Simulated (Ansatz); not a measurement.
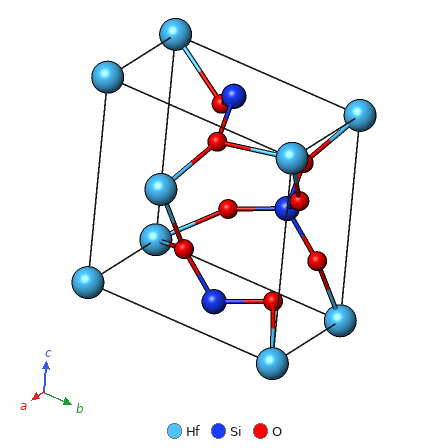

System: HfSiO₄, space group I4_1/amd (No. 141). The picture shows the cell.

Input of the run:
```
crystal:
  lattice:
    - [-3.2910992814, 3.2910992814, 2.9830502976]
    - [3.2910992814, -3.2910992814, 2.9830502976]
    - [3.2910992814, 3.2910992814, -2.9830502976]
  atoms:
    - { symbol: Hf, position: [0.75, 0.25, 0.5] }
    - { symbol: Hf, position: [0.0, 0.0, 0.0] }
    - { symbol: Si, position: [0.25, 0.75, 0.5] }
    - { symbol: Si, position: [0.5, 0.5, 0.0] }
    - { symbol: O, position: [0.1333343559, 0.318125229, 0.8152091269] }
    - { symbol: O, position: [0.068125229, 0.752916102, 0.6847908731] }
    - { symbol: O, position: [0.502916102, 0.318125229, 0.1847908731] }
    - { symbol: O, position: [0.068125229, 0.3833343559, 0.3152091269] }
    - { symbol: O, position: [0.6166656441, 0.931874771, 0.6847908731] }
    - { symbol: O, position: [0.681874771, 0.8666656441, 0.1847908731] }
    - { symbol: O, position: [0.247083898, 0.931874771, 0.3152091269] }
    - { symbol: O, position: [0.681874771, 0.497083898, 0.8152091269] }
kpoints:
  mp_grid: { grid: [6, 6, 6] }
hamiltonian:
  xc: pbesol
scf:
  occupations: { method: fixed }
phonons:
  method: dfpt
  dielectric: true
  qpoints: [[0, 0, 0]]
  rigid_motions: translations
```

Launched with:
```bash
ansatz run input.yaml --threads 4 --pin off --max-ram 7372MiB --backend cpu --events-out ev --progress --plain --runs-dir out
```

How it was computed, with Ansatz 0.2.0: Born effective charges by linear response at the zone centre, in units of the proton charge, Cartesian axes of the given cell; DFT, PBEsol, plane waves, PAW. Level: PBEsol, no spin polarisation.

periodic directions 3; potentials PAW; wave cutoff 420 eV; k mesh 6×6×6.

Predict the mean Born effective charge of each atom. The cases: Hf 1; Hf 2; Si 1; Si 2; O 1; O 2; O 3; O 4; O 5; O 6; O 7; O 8.

Hf 1 and Hf 2 share the largest size, 5.07 e, and the charges add up to 0.00 e. O 1, O 2, O 3, O 4, O 5, O 6, O 7 and O 8 are equally anisotropic; for O 1: its diagonal components run from −3.09 to −1.14 e. The Born charge xx, in e, is 5.288 for Hf 1, 5.288 for Hf 2, 3.167 for Si 1, 3.167 for Si 2, −1.137 for O 1, −3.091 for O 2, −1.137 for O 3, −3.091 for O 4, −1.137 for O 5, −3.091 for O 6, −1.137 for O 7 and −3.091 for O 8. The Born charge zz, in e, is 4.625 for Hf 1, 4.625 for Hf 2, 4.316 for Si 1, 4.316 for Si 2, −2.235 for O 1, −2.235 for O 2, −2.235 for O 3, −2.235 for O 4, −2.235 for O 5, −2.235 for O 6, −2.235 for O 7 and −2.235 for O 8.

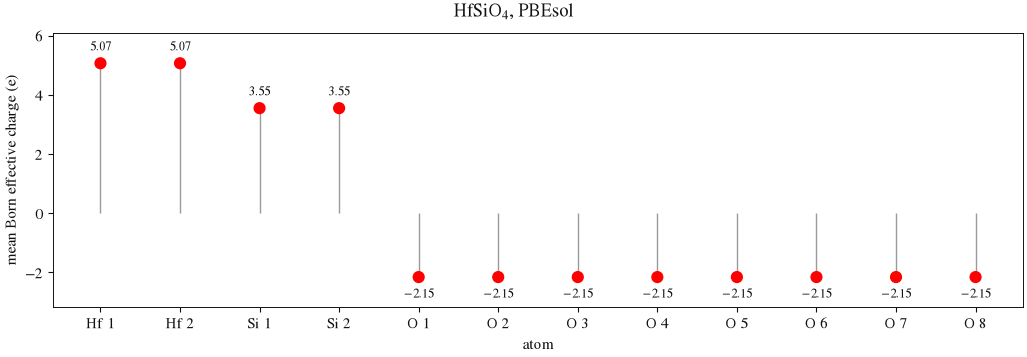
